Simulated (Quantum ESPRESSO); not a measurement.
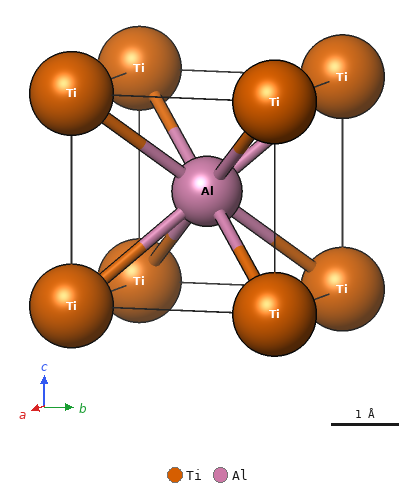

**Figure 1.** The structure (ball-and-stick view of the cell of the calculation, seen slightly off an axis). Near neighbours in the crystal (not all of them lie inside the picture): Ti has 8 Al at 2.77 Å; Al has 8 Ti at 2.77 Å.

**Single-point calculation of TiAl**

TiAl (2 atoms in the cell), computed with Kohn-Sham DFT of a periodic cell, r2SCAN, SG15 PBE 1.2, no spin polarisation (Quantum ESPRESSO 7.5).

The structure derives from a Materials Project entry. The volume is scaled by 1.02.

### Input
```
&CONTROL
  calculation = 'scf'
  prefix = 'pwscf'
  outdir = './tmp'
  pseudo_dir = './pseudo'
  tprnfor = .true.
  tstress = .true.
  disk_io = 'nowf'
/
&SYSTEM
  ibrav = 0
  nat = 2
  ntyp = 2
  ecutwfc = 75
  nbnd = 18
  input_dft = 'r2scan'
  occupations = 'smearing'
  smearing = 'fd'
  degauss = 0.00367493
  nosym = .true.
  nr1 = 36
  nr2 = 36
  nr3 = 36
/
&ELECTRONS
  conv_thr = 1d-08
  electron_maxstep = 120
  mixing_beta = 0.5
/
ATOMIC_SPECIES
Ti    47.8670 Ti_ONCV_PBE-1.2.upf
Al    26.9815 Al_ONCV_PBE-1.2.upf
CELL_PARAMETERS angstrom
   3.2001180175    0.0000000000    0.0000000000
   0.0000000000    3.2001180175    0.0000000000
   0.0000000000    0.0000000000    3.2001180175
ATOMIC_POSITIONS crystal
Ti     0.0000000000    0.0000000000    0.0000000000
Al     0.5000000000    0.5000000000    0.5000000000
K_POINTS automatic
6 6 6 0 0 0
```

Machine: 2 threads of Arm Neoverse V1, 24 GiB of memory available, shared host.

Launched with:
```bash
OMP_NUM_THREADS=1 mpirun -n 2 pw.x -nk 2 -in pw.in > pw.out
```

### Log
```
This program is part of the open-source Quantum ESPRESSO suite
     for quantum simulation of materials; please cite
         "P. Giannozzi et al., J. Phys.:Condens. Matter 21 395502 (2009);
         "P. Giannozzi et al., J. Phys.:Condens. Matter 29 465901 (2017);
         "P. Giannozzi et al., J. Chem. Phys. 152 154105 (2020);
          URL
     in publications or presentations arising from this work. More details at

     IMPORTANT: XC functional enforced from input :
     Exchange-correlation= R2SCAN
                           (   0   0   0   0   0 497 498)
     Any further DFT definition will be discarded
     Please, verify this is what you really want

     K-points division:     npool     =       2
     Subspace diagonalization in iterative solution of the eigenvalue problem:
     a serial algorithm will be used

     G-vector sticks info
     --------------------
     sticks:   dense  smooth     PW     G-vecs:    dense   smooth      PW
     Sum         877     877    261                19381    19381    3239

     Using Slab Decomposition

     bravais-lattice index     =            0
     lattice parameter (alat)  =       6.0473  a.u.
     unit-cell volume          =     221.1539 (a.u.)^3
     number of atoms/cell      =            2
     number of atomic types    =            2
     number of electrons       =        23.00
     number of Kohn-Sham states=           18
     kinetic-energy cutoff     =      75.0000  Ry
     charge density cutoff     =     300.0000  Ry
     scf convergence threshold =      1.0E-08
     mixing beta               =       0.5000
     number of iterations used =            8  plain     mixing
     Exchange-correlation= R2SCAN
                           (   0   0   0   0   0 497 498)

     celldm(1)=   6.047347  celldm(2)=   0.000000  celldm(3)=   0.000000
     celldm(4)=   0.000000  celldm(5)=   0.000000  celldm(6)=   0.000000

     crystal axes: (cart. coord. in units of alat)
               a(1) = (   1.000000   0.000000   0.000000 )
               a(2) = (   0.000000   1.000000   0.000000 )
               a(3) = (   0.000000   0.000000   1.000000 )

     reciprocal axes: (cart. coord. in units 2 pi/alat)
               b(1) = (  1.000000  0.000000  0.000000 )
               b(2) = (  0.000000  1.000000  0.000000 )
               b(3) = (  0.000000  0.000000  1.000000 )

     PseudoPot. # 1 for Ti read from file:
     Ti_ONCV_PBE-1.2.upf
     Pseudo is Norm-conserving, Zval = 12.0
     Generated using ONCVPSP code by D. R. Hamann
     Using radial grid of  602 points,  6 beta functions with:
                l(1) =   0
                l(2) =   0
                l(3) =   1
                l(4) =   1
                l(5) =   2
                l(6) =   2

     PseudoPot. # 2 for Al read from file:
     Al_ONCV_PBE-1.2.upf
     Pseudo is Norm-conserving, Zval = 11.0
     Generated using ONCVPSP code by D. R. Hamann
     Using radial grid of  602 points,  4 beta functions with:
                l(1) =   0
                l(2) =   0
                l(3) =   1
                l(4) =   1

     atomic species   valence    mass     pseudopotential
     Ti               12.00    47.86700     Ti( 1.00)
     Al               11.00    26.98150     Al( 1.00)

     No symmetry found

   Cartesian axes

     site n.     atom                  positions (alat units)
         1        Ti     tau(   1) = (   0.0000000   0.0000000   0.0000000  )
         2        Al     tau(   2) = (   0.5000000   0.5000000   0.5000000  )

     number of k points=   112  Fermi-Dirac smearing, width (Ry)=  0.0037

     Number of k-points >= 100: set verbosity='high' to print them.

     Dense  grid:    19381 G-vectors     FFT dimensions: (  36,  36,  36)

     WARNING: libxc functional with ID  497 depends
      on external parameters: check the user_guide of
      QE if you need to modify them or to check their
      default values.

     WARNING: libxc functional with ID  498 depends
      on external parameters: check the user_guide of
      QE if you need to modify them or to check their
      default values.

     Initial potential from superposition of free atoms

     starting charge      22.8087, renormalised to      23.0000
     Starting wfcs are random

     Self-consistent Calculation

     iteration #  1     ecut=    75.00 Ry     beta= 0.50
     Davidson diagonalization with overlap
     ethr =  1.00E-02,  avg # of iterations =  9.7

     total energy              =    -253.86147858 Ry
     estimated scf accuracy    <      45.69396340 Ry

     iteration #  2     ecut=    75.00 Ry     beta= 0.50
     Davidson diagonalization with overlap
     ethr =  1.00E-02,  avg # of iterations =  1.0

     total energy              =    -253.91646637 Ry
     estimated scf accuracy    <      10.40579174 Ry

     iteration #  3     ecut=    75.00 Ry     beta= 0.50
     Davidson diagonalization with overlap
     ethr =  1.00E-02,  avg # of iterations =  1.0

     total energy              =    -253.92070757 Ry
     estimated scf accuracy    <       0.30651731 Ry

     iteration #  4     ecut=    75.00 Ry     beta= 0.50
     Davidson diagonalization with overlap
     ethr =  1.33E-03,  avg # of iterations =  1.0

     total energy              =    -253.93420689 Ry
     estimated scf accuracy    <       0.00576879 Ry

     iteration #  5     ecut=    75.00 Ry     beta= 0.50
     Davidson diagonalization with overlap
     ethr =  2.51E-05,  avg # of iterations =  2.4

     total energy              =    -253.93439597 Ry
     estimated scf accuracy    <       0.00064100 Ry

     iteration #  6     ecut=    75.00 Ry     beta= 0.50
     Davidson diagonalization with overlap
     ethr =  2.79E-06,  avg # of iterations =  3.3

     total energy              =    -253.93440329 Ry
     estimated scf accuracy    <       0.00009041 Ry

     iteration #  7     ecut=    75.00 Ry     beta= 0.50
     Davidson diagonalization with overlap
     ethr =  3.93E-07,  avg # of iterations =  1.0

     total energy              =    -253.93440541 Ry
     estimated scf accuracy    <       0.00000246 Ry

     iteration #  8     ecut=    75.00 Ry     beta= 0.50
     Davidson diagonalization with overlap
     ethr =  1.07E-08,  avg # of iterations =  1.9

     total energy              =    -253.93440550 Ry
     estimated scf accuracy    <       0.00000007 Ry

     iteration #  9     ecut=    75.00 Ry     beta= 0.50
     Davidson diagonalization with overlap
     ethr =  2.88E-10,  avg # of iterations =  2.4

     total energy              =    -253.93440551 Ry
     estimated scf accuracy    <       0.00000001 Ry

     iteration # 10     ecut=    75.00 Ry     beta= 0.50
     Davidson diagonalization with overlap
     ethr =  6.28E-11,  avg # of iterations =  1.1

     End of self-consistent calculation

     Number of k-points >= 100: set verbosity='high' to print the bands.

     the Fermi energy is    12.9660 ev

!    total energy              =    -253.93440551 Ry
     estimated scf accuracy    <          7.0E-10 Ry
     smearing contrib. (-TS)   =      -0.00110546 Ry
     internal energy E=F+TS    =    -253.93330006 Ry

     The total energy is F=E-TS. E is the sum of the following terms:
     one-electron contribution =    -121.18810937 Ry
     hartree contribution      =      56.70759872 Ry
     xc contribution           =     -30.11101709 Ry
     ewald contribution        =    -159.34177231 Ry

     convergence has been achieved in  10 iterations

     Forces acting on atoms (cartesian axes, Ry/au):

     atom    1 type  1   force =     0.00000004    0.00000019   -0.00000001
     atom    2 type  2   force =    -0.00000004   -0.00000019    0.00000001

     Total force =     0.000000     Total SCF correction =     0.000001
     SCF correction compared to forces is large: reduce conv_thr to get better values

     Computing stress (Cartesian axis) and pressure

          total   stress  (Ry/bohr**3)                   (kbar)     P=      -25.98
  -0.00017658  -0.00000000  -0.00000000          -25.98       -0.00       -0.00
  -0.00000000  -0.00017658  -0.00000000           -0.00      -25.98       -0.00
  -0.00000000  -0.00000000  -0.00017658           -0.00       -0.00      -25.98

=------------------------------------------------------------------------------=
   JOB DONE.
=------------------------------------------------------------------------------=
```

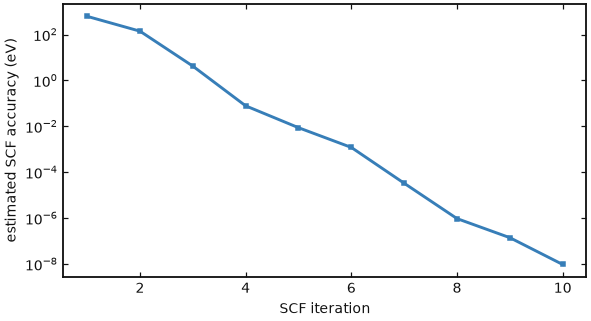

**Figure 2.** Convergence of the self-consistent field: estimated SCF accuracy against the iteration. The field takes 10 iterations in all.

### Summary

| quantity | value |
| --- | --- |
| outcome | converged |
| space group (tolerance 0.01 Å) | Pm-3m (221) |
| electrons treated | 23 |
| free energy | −3454.9536 eV |
| Fermi energy | 12.966 eV |
| gap on the k-point mesh | none (metallic) |
| pressure | −2.60 GPa |
| largest force (length of the vector) | under 0.001 eV/Å |
| wall time | 2 min (CPU time 3.9 min) |
| peak memory | 0.2 GiB |

### Notes

Further notes kept with the run: potentials made for another functional. Notes on the run: SCF correction compared to forces is large. Points of doubt noted for this run: coarse mesh; potentials made for another functional.
